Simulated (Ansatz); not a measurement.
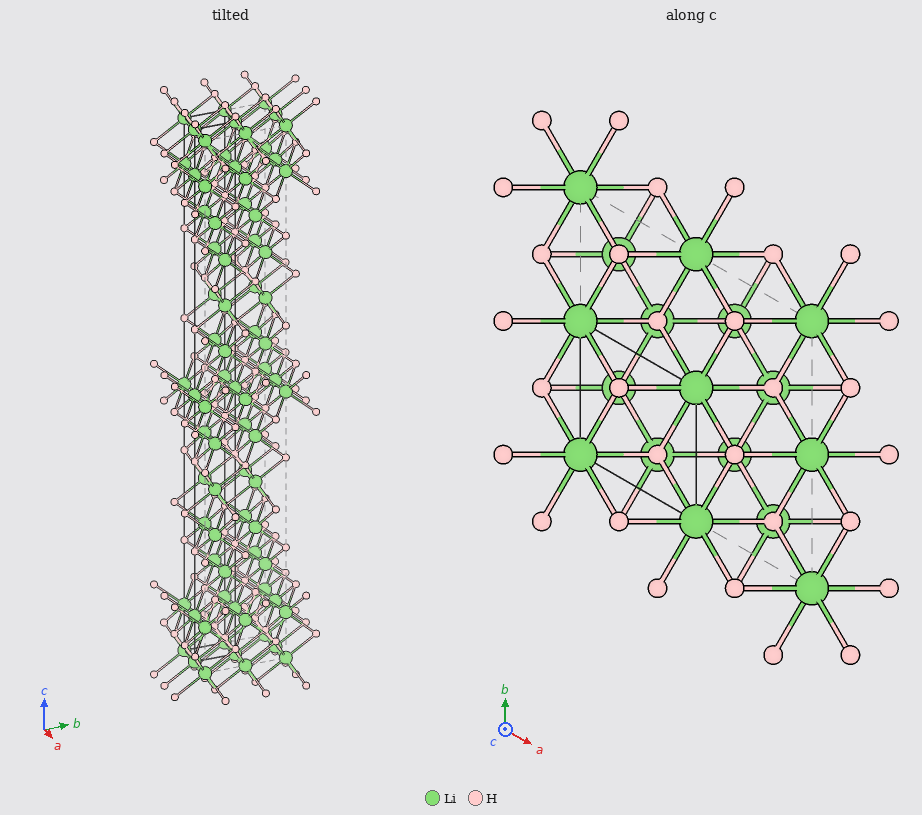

An orthographic ball-and-stick view of the structure, slightly off an axis and along the c axis. Solid lines give the conventional unit cell, repeated here 2×2×1 times. Some neighbours outside the box are added.

LiH, space group R-3m (No. 166), a = 2.81 Å, b = 2.81 Å, c = 28.56 Å, α = 90.00°, β = 90.00°, γ = 120.00°.

Setup: DFT PBE, scalar-relativistic, plane waves, PAW (Ansatz 0.2.0); plane waves up to 420 eV, k-points about 0.22 Å⁻¹ apart, Gaussian smearing of 0.02 eV, no spin polarisation.

**Is it conducting or gapped at this level?**

An insulator at this level, with a gap of 3.62 eV on the k-mesh (the true edges may lie between mesh points, so the gap can be somewhat smaller).

The initial geometry was a structure type filled with these elements by a generator (whether the compound takes this form wasn't checked). It was relaxed with Ansatz, DFT PBE, scalar-relativistic, plane waves, PAW.
